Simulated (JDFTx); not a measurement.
# Energy of NaF along an even scaling of the cell

System: NaF (Fm-3m, 2 atoms in the cell).
Method: Kohn-Sham DFT of a periodic cell, PBEsol, PseudoDojo-SR-PBEsol-0.4.1-standard, no spin polarisation (JDFTx 1.7.0 (patched build)).

The 7 runs differ only in the geometry, by an even scaling of the cell at fixed fractional positions. The structure derives from an entry of the Crystallography Open Database.

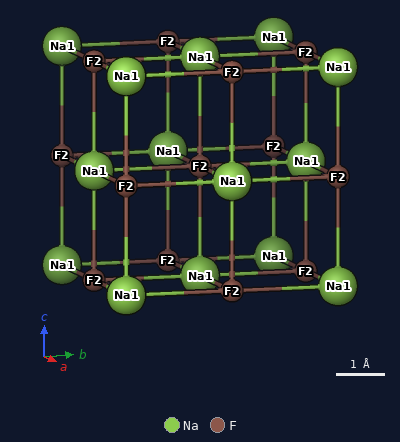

Figure 1. The structure of run 4 (ball-and-stick view of the cell 4 times as large as that of the calculation, set on its symmetry axes, seen slightly off an axis; atoms are numbered from 1 in the order of the input). An atom can appear more than once, as a periodic image.

**Input of run 4**
```
lattice Face-Centered Cubic 8.7683292183
coords-type Lattice
ion Na     0.0000000000     0.0000000000     0.0000000000 1
ion F      0.5000000000     0.5000000000     0.5000000000 1

ion-species pseudo/Na.upf
ion-species pseudo/F.upf
elec-cutoff 44 352
elec-ex-corr gga-PBEsol
kpoint-folding 10 10 10
elec-smearing Fermi 0.0018374661
elec-n-bands 14
electronic-SCF nIterations 100 energyDiffThreshold 1e-09
electronic-minimize nIterations 30 energyDiffThreshold 1e-7
forces-output-coords Cartesian

dump-name run.$VAR
dump End Ecomponents EigStats BandEigs Kpoints Forces Stress
```

Command:
```bash
jdftx -c 2 -i NaF.in -o NaF.out
```

Lattice vectors (Å) and fractional positions of run 4:
```
   0.000000    2.320000    2.320000
   2.320000    0.000000    2.320000
   2.320000    2.320000    0.000000
Na  0.000000  0.000000  0.000000
F   0.500000  0.500000  0.500000
```

Run 2 has the same physical settings and fractional positions; its lattice vectors (Å) are:
```
   0.000000    2.288645    2.288645
   2.288645    0.000000    2.288645
   2.288645    2.288645    0.000000
```

**Results, with one run withheld**

| run | volume per atom (Å³) | free energy per atom, from the lowest run given (meV) | pressure (GPa) | gap on the mesh (eV) |
| --- | --- | --- | --- | --- |
| 1 | 11.738 | 5.64 | 2.97 | 6.52 |
| 2 | 11.988 | ? | ? | ? |
| 3 | 12.237 | 0.18 | 0.61 | 6.29 |
| 4 | 12.487 | 0.00 | −0.38 | 6.18 |
| 5 | 12.737 | 1.28 | −1.27 | 6.08 |
| 6 | 12.987 | 3.87 | −2.06 | 5.98 |
| 7 | 13.236 | 7.62 | −2.76 | 5.89 |

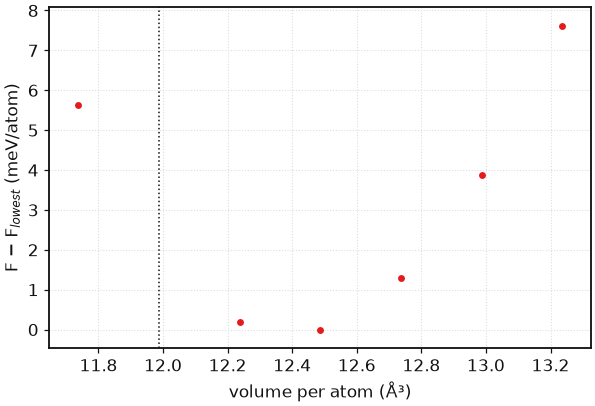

Figure 2. Free energy per atom of the runs given; the dotted line marks run 2.

What should run 2 give?

A cubic polynomial in V^(−2/3) (the Birch–Murnaghan form), fitted to the 6 runs given, misses them by under 0.01 meV per atom. With x = V^(−2/3) − 0.18513 Å⁻², it reads F = 0.20477 − 391.87 x + 1.2022e+05 x² + 1.7359e+05 x³ (meV per atom). At run 2 it gives 1.99 meV per atom, and the run itself gives 1.99. The slope of the fit gives a pressure −dF/dV of 1.73 GPa there, and the run prints 1.73 GPa. The fit has its minimum at 12.391 Å³ per atom, where V d²F/dV² gives 48.5 GPa: the bulk modulus at this level, since symmetry fixes the shape and the positions. The gap on the mesh goes, without turning, from 6.52 eV in run 1 to 5.89 eV in run 7; run 2 has 6.40 eV. These are gaps of this functional on this mesh, which can miss the band edges; they aren't the measured gap.

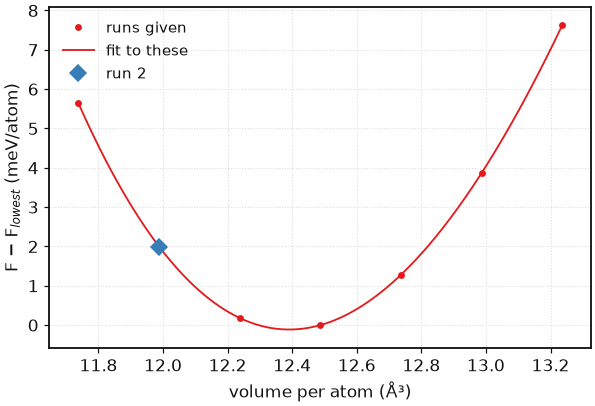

Figure 3. The fit and the withheld run.

**Some lines of the output (run 2)**
```
[...]
unit cell volume = 161.794
     Etot =      -69.7251655336227429
        F =      -69.7251655336227429
	HOMO-LUMO gap: +0.235127
	Optical gap  : +0.235127 at state 0 ( [ +0.000000 +0.000000 +0.000000 ] spin 0 )
```
